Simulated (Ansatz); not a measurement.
Two G0W0 runs on WSe2 (layers cut from the bulk crystal).

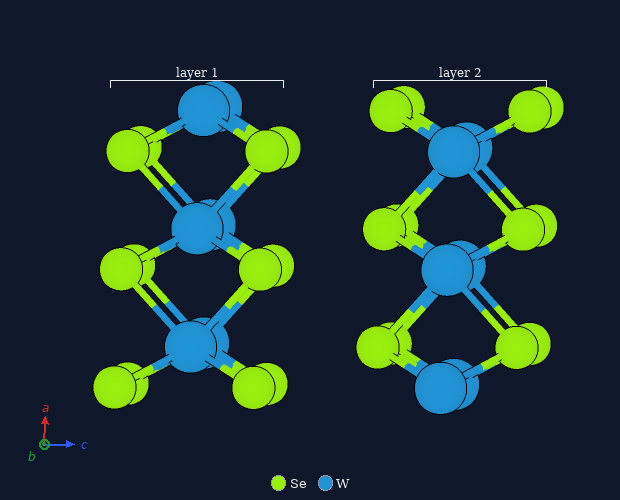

The structure (selenium green, tungsten blue). 3×2×1 cells are drawn.

The cell holds 6 atoms: 4 Se and 2 W. Cell: a = 3.236 Å, b = 3.236 Å, c = 42.300 Å, α = 90.0°, β = 90.0°, γ = 120.0°. It derives from WSe2. Regions: layer 1, 3 atoms (2 Se and 1 W); layer 2, 3 atoms (2 Se and 1 W). Vacuum lies along c.

```xyz
6
Lattice="3.2356 0.0000 0.0000 -1.6178 2.8021 0.0000 0.0000 0.0000 42.3000" Properties=species:S:1:pos:R:3
Se    0.0000    1.8681   16.3642
W     1.6178    0.9340   18.0447
Se    0.0000    1.8681   19.7259
Se    1.6178    0.9340   22.5741
W     0.0000    1.8681   24.2553
Se    1.6178    0.9340   25.9358
```

The structure was relaxed with PBEsol-D3(BJ). The runs that relaxed it are not among those shown. Spin-orbit coupling is left out unless a run names it.

The first (Ansatz 0.2.0; start PBEsol, 6×6×1 mesh, 510 empty bands, screening to 70 eV, PAW set soft_1 files; 1 × NVIDIA H100 80GB HBM3 (shared by 6 runs) with 2 threads of AMD EPYC 7R13 (Zen 3), shared host) gave, on its mesh: starting gap 1.12 eV, G0W0 gap 1.57 eV, mean of 1 + 4πα/V (set by the cell height) 4.06, 32 s.

Question: The second changes empty bands from 510 to 204 and screening cutoff (eV) from 70.0 to 38. What does it give?

It gave: starting gap 1.12 eV, G0W0 gap 1.50 eV, mean of 1 + 4πα/V (set by the cell height) 4.08, 14 s. The G0W0 gap moves by −0.06 eV, +0.00 eV from the start and −0.06 eV from the correction. Σc changes by +0.35 eV at the valence top and +0.29 eV at the conduction bottom, and Σx − Vxc between them by +0.00 eV.

Limits: not at the basis limit; coarse mesh for a sheet; no spin-orbit coupling.

[Paths, hosts, dates, memory and timing lines, banners, echoed tables and standing remarks are left out of the program output.]

[Logs are printed without paths, hosts, clocks, repeated set-up lines and the standing remarks that a program may print on its own settings, such as how far it seeks lower states.]

[Runs of the session that timed out or met a known fault of the program may be left out.]

[Cells called generated may have been cut or substituted from an entry of the Crystallography Open Database or the Materials Project.]

[Hosts, paths, dates, database ids (printed as entryN), source tags and the programs' standing remarks are cut or masked in the printed files.]
